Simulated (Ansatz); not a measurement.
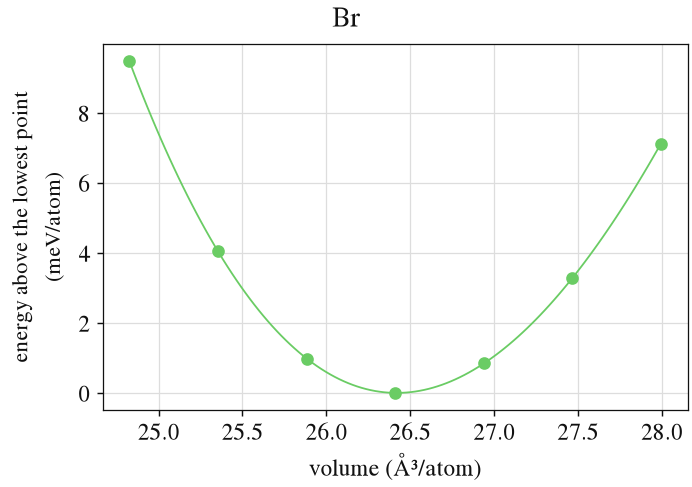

The plot gives the computed energy above the lowest point against volume for Br, space group Fm-3m (No. 225) (one of a set of cubic test structures, which need not be the stable phase).

Calculation (Ansatz 0.2.0 development build): equation of state of a cubic crystal from periodic Kohn-Sham density functional theory without spin, third-order Birch-Murnaghan fit to the free energies; pressure corrected for the finite basis. Level: PBE.

structure type fcc; atoms in cell 1; space group number 225; lattice centring face-centred primitive; k mesh 14×14×14; occupation method Fermi–Dirac; occupation width 0.06123 eV; wave cutoff 700 eV; datasets hard PAW; density tolerance 1e−09 eV; bands 13; density cutoff ratio 4; search for lower states default.

From this curve and the settings, what does the calculation give for the pressure at the same points?

The pressure falls from 2.038 GPa at volume 24.83 Å³/atom to −1.359 GPa at 27.99 Å³/atom, and changes sign near 26.42 Å³/atom.

```
volume (Å³/atom)  pressure (GPa)
           24.83           2.038
           25.35           1.274
           25.88           0.600
           26.41           0.010
           26.94          -0.510
           27.47          -0.960
           27.99          -1.359
```

Note: cubic model structure, not the ambient form; modest k-mesh, values are not fully converged in k.
